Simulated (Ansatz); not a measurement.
System: SrO, space group Fm-3m (No. 225).

The given structure:
```cif
data_structure
_symmetry_space_group_name_H-M 'P 1'
_symmetry_Int_Tables_number 1
_cell_length_a 3.6293
_cell_length_b 3.6293
_cell_length_c 3.6293
_cell_angle_alpha 60.000
_cell_angle_beta 60.000
_cell_angle_gamma 60.000
_cell_volume 33.80
loop_
_atom_site_label
_atom_site_type_symbol
_atom_site_fract_x
_atom_site_fract_y
_atom_site_fract_z
_atom_site_occupancy
Sr1 Sr 0.50000 0.50000 0.50000 1
O1 O 0.00000 0.00000 0.00000 1
```

Calculation (Ansatz 0.2.0): plane-wave DFT, no spin polarisation; energies at scaled volumes of the given cell, shape and fractions fixed, counted from the fit's minimum, third-order Birch-Murnaghan fit. Level: LDA.

- k mesh: 9×9×9
- occupations: Fermi–Dirac
- smearing width: 0.05 eV
- potentials: JTH PAW LDA
- wave cutoff: 1380 eV
- density cutoff: 6900 eV

Predict the energy and pressure against volume. The volume takes the values 15.89, 16.23, 16.56, 16.90, 17.24, 17.58, 17.92 Å³/atom.

A third-order Birch–Murnaghan fit gives V0 = 16.21 Å³/atom, B0 = 104 GPa and B′ = 4.5. The energy is 2.19 meV/atom at volume 15.89 Å³/atom and 48.57 meV/atom at 17.92 Å³/atom; the lowest computed point is at volume 16.23 Å³/atom (0.00 meV/atom). The pressure falls from 2.21 GPa at volume 15.89 Å³/atom to −8.33 GPa at 17.92 Å³/atom, and changes sign near 16.21 Å³/atom.

| volume (Å³/atom) | energy (meV/atom) | pressure (GPa) |
| --- | --- | --- |
| 15.89 | 2.19 | 2.21 |
| 16.23 | 0.00 | −0.09 |
| 16.56 | 2.40 | −2.14 |
| 16.90 | 8.87 | −3.96 |
| 17.24 | 18.98 | −5.59 |
| 17.58 | 32.33 | −7.04 |
| 17.92 | 48.57 | −8.33 |

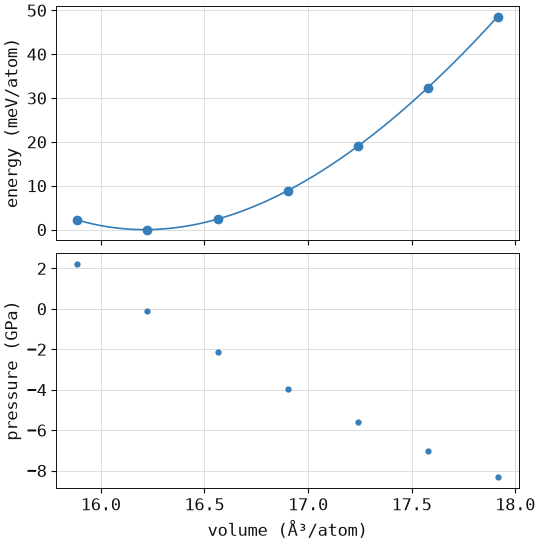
